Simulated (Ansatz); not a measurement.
Consider this structure.

```cif
data_structure
_symmetry_space_group_name_H-M 'P 1'
_symmetry_Int_Tables_number 1
_cell_length_a 5.7831
_cell_length_b 5.7831
_cell_length_c 5.7825
_cell_angle_alpha 90.000
_cell_angle_beta 90.000
_cell_angle_gamma 90.000
_cell_volume 193.39
loop_
_atom_site_label
_atom_site_type_symbol
_atom_site_fract_x
_atom_site_fract_y
_atom_site_fract_z
_atom_site_occupancy
Al1 Al 0.25000 0.75000 0.75000 1
Al2 Al 0.75000 0.75000 0.25000 1
Al3 Al 0.75000 0.25000 0.75000 1
Al4 Al 0.25000 0.25000 0.25000 1
Al5 Al 0.75000 0.75000 0.75000 1
Al6 Al 0.25000 0.75000 0.25000 1
Al7 Al 0.25000 0.25000 0.75000 1
Al8 Al 0.75000 0.25000 0.25000 1
Cu1 Cu 0.50000 0.50000 0.91699 1
Cu2 Cu 0.00000 0.50000 0.50000 1
Cu3 Cu 0.00000 0.00000 0.00000 1
Cu4 Cu 0.50000 0.00000 0.50000 1
```

Question: Give a crystallographic description of this input.

Answer: The formula is Al₂Cu. It belongs to space group P4mm (No. 99) and has a primitive tetragonal lattice. There are 12 atoms in the cell: 8 Al, 4 Cu. Counting atoms within bonding range gives coordination numbers of Al 3 to 4 (mean 3.5) and Cu 4 to 8 (mean 7.0).

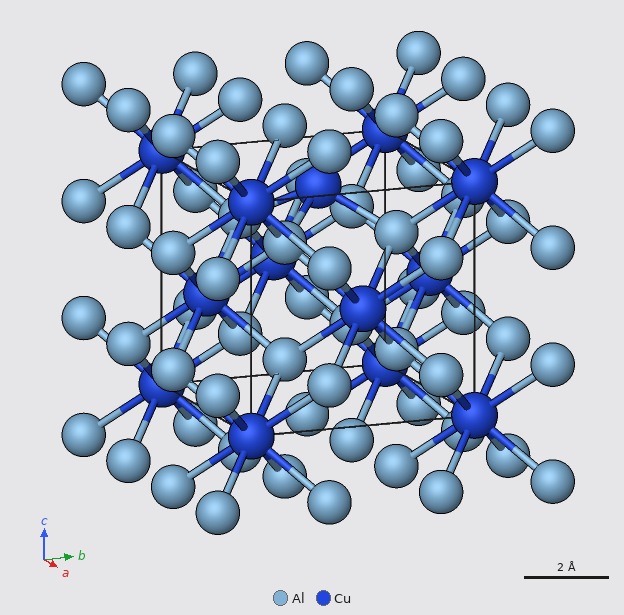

A ball-and-stick rendering, viewed slightly off an axis. The wireframe shows the conventional unit cell. Neighbours across the faces are drawn wherever a bond reaches them.

The initial geometry was a structure listed in the Materials Project. The cell was then strained or its atoms displaced on purpose. It went into a calculation with Ansatz.

At this level of theory the cell isn't at rest (forces up to 3.7 eV/Å), so its distances can differ from those at equilibrium, the more so the softer the solid.
